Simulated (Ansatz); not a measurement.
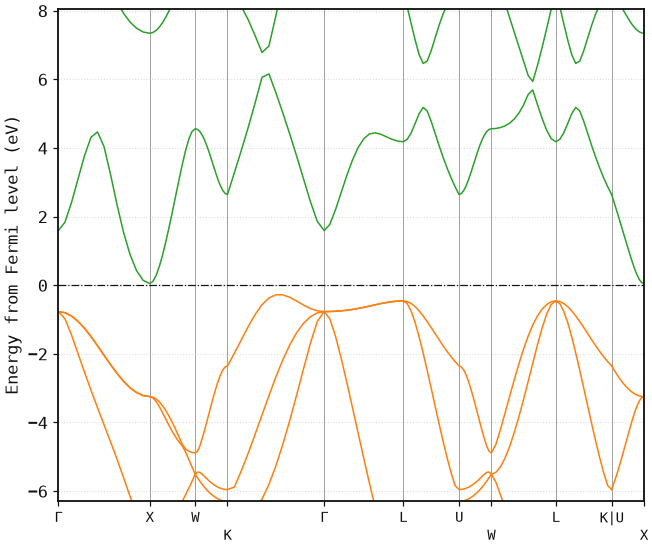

Band structure. Energies are counted from the Fermi level.

**Which of these calculations gave it?**
A. zincblende AgI, space group F-43m, 2 atoms in the primitive cell, relaxed with r2SCAN (cubic a = 6.577 Å); PBE
B. rocksalt GaN, space group Fm-3m, 2 atoms in the primitive cell (cubic a = 4.270 Å); PBEsol
C. CdI2-type SnSe$_{2}$, space group P-3m1, 3 atoms in the cell (a = 3.811 Å, c = 6.136 Å (hexagonal axes)); B3LYP

B. A semiconductor. The gap along this path is 0.33 eV and indirect, from the valence-band top between K and Γ to the conduction-band bottom at X; the smallest direct gap is 2.36 eV, at Γ. The top valence band spans 4.6 eV and the lowest conduction band 6.1 eV. The direct gaps are 4.99 eV at K, 4.64 eV at L and 9.45 eV at W. A face-centred cubic lattice: the path Γ–X–W–K–Γ–L–U–W–L–K|U–X runs through the special points of its Brillouin zone.

Level of theory: PBEsol, Ansatz PAW, no spin polarisation, no spin-orbit coupling, 11×11×11 k mesh, 420 eV cutoff, Fermi-Dirac smearing of 0.05 eV; code Ansatz.

The PAW data sets were made with another functional. LDA, GGA and most meta-GGA functionals understate gaps. The cell is at −8 GPa in this functional. The usual form of GaN is wurtzite.
